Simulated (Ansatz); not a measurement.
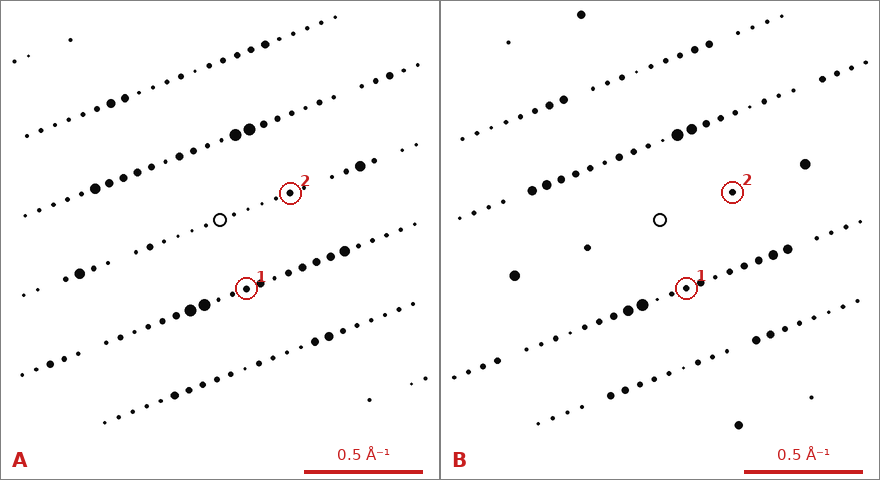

Kinematic electron diffraction patterns (300 kV, B = 0.5 Å², same scale) along [100] of the run's own cell, for the start and the end of one relaxation of MgS with DFT PBE, scalar-relativistic, plane waves, PAW in Ansatz. k mesh 9×9×3. The start is a generated model structure, and the relaxation ends in the nearest stationary point of its symmetry, not necessarily the ground state. Spot 1 is 0 -1 0 and spot 2 is 0 0 -5 in both.

Start structure:

```
CELL_PARAMETERS angstrom
3.69795 0.00000 0.00000
-1.84897 3.20252 0.00000
0.00000 0.00000 15.09687
ATOMIC_POSITIONS crystal
Mg 0.00000 0.00000 0.00000
S 0.66667 0.33333 0.10000
Mg 0.33333 0.66667 0.20000
S 0.66667 0.33333 0.30000
Mg 0.00000 0.00000 0.40000
S 0.66667 0.33333 0.50000
Mg 0.33333 0.66667 0.60000
S 0.00000 0.00000 0.70000
Mg 0.66667 0.33333 0.80000
S 0.33333 0.66667 0.90000
```

Which pattern belongs to the start structure, and which to the relaxed one?

B is the start: its cell gives d(1) = 3.203 Å, d(2) = 3.019 Å and an angle of 90.0°. A is the relaxed structure, with d(1) = 3.175 Å (-0.8 %), d(2) = 3.126 Å (+3.5 %) and 90.0°.

Name reflections whose intensity changes strongly on relaxation.

0 0 9, 0 0 11, 0 1 8 come into sight.

What did the relaxation do to the structure and the energy?

The volume changed by +1.8 % to 18.20 Å³ an atom; with the mean shift removed, the atoms moved by up to 0.14 Å relative to the cell (S most); the space group stayed P-3m1 (No. 164); the free energy fell by 29 meV an atom. Relaxed cell: a = 3.667 Å, b = 3.667 Å, c = 15.629 Å, α = 90.00°, β = 90.00°, γ = 120.00°.
